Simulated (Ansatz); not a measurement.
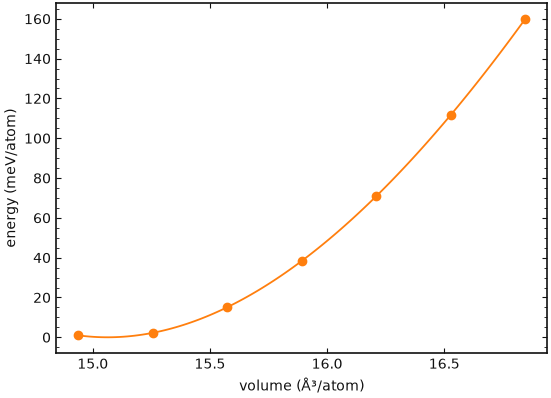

The figure shows the energy against volume for Mo, space group Im-3m (No. 229).

Cell as given: a = 2.743 Å, b = 2.743 Å, c = 2.743 Å, α = 109.47°, β = 109.47°, γ = 109.47°; 1 atom.

Computed with Ansatz 0.2.0: all-electron LAPW DFT, no spin polarisation; energies at scaled volumes of the given cell, shape and fractions fixed, counted from the fit's minimum, third-order Birch-Murnaghan fit. Level: LDA.

k mesh 12×12×12; occupations Fermi–Dirac; smearing width 0.05 eV; potentials all electron LAPW, scalar relativistic; program settings basis error eV/atom 0.001.

Give the values behind the plot as a table.

```csv
volume (Å³/atom),energy (meV/atom)
14.94,1
15.26,2
15.57,15
15.89,38
16.21,71
16.53,112
16.85,160
```
